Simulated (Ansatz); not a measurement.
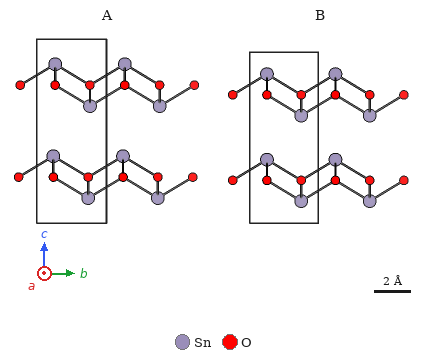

Two geometries of a crystal of SnO (set up in Cmce), drawn at one scale. One is the start of a relaxation, the other its converged end. A ball-and-stick model of the cell of the calculation, repeated 1 × 2 × 1 with one cell outlined, seen along the a axis.

All numbers below come from Ansatz 0.2.0, DFT PBEsol, scalar-relativistic, plane waves, PAW. Set-up: plane-wave cutoff 420 eV; k-point mesh 10 × 10 × 4; occupations gaussian; smearing width 0.02 eV; no spin polarisation; cell and atoms relaxed; force threshold 0.005 eV/Å; at most 80 steps.

Which of the two is the end point?

Answer. Structure B is the relaxed one. The largest moves relative to the cell, 0.10 Å, are those of Sn atoms. By element the largest moves are Sn 0.10 Å, O 0.06 Å. The drawn cell changes as follows: a = b 3.871 → 3.806 Å (−1.7 %), c 10.222 → 9.503 Å (−7.0 %); the volume changes by −10.2 %. Some distances before and after: O–Sn 2.264 → 2.224 Å. The space group (tolerance 0.01 Å) goes from Cmce (No. 64) to P4/nmm (No. 129). After 8 accepted moves (11 points after the start) the energy has fallen by 0.159 eV per cell of the calculation. The largest force component goes from 0.38 to 0.0013 eV/Å. The pressure goes from −4.05 to 0.00 GPa. The SCF was repeated 3 times at an unchanged geometry on a basis and grid sized afresh for the cell, which shifted the energy by 24.9 meV per cell of the calculation at most. Cost: 2.7 min on 2 threads of Intel(R) Xeon(R) Platinum 8375C CPU @ 2.90GHz (Ice Lake) (shared host), peak memory 0.83 GiB.

Limits of the set-up: layers or molecules are held without a dispersion correction, so their spacing is unreliable.
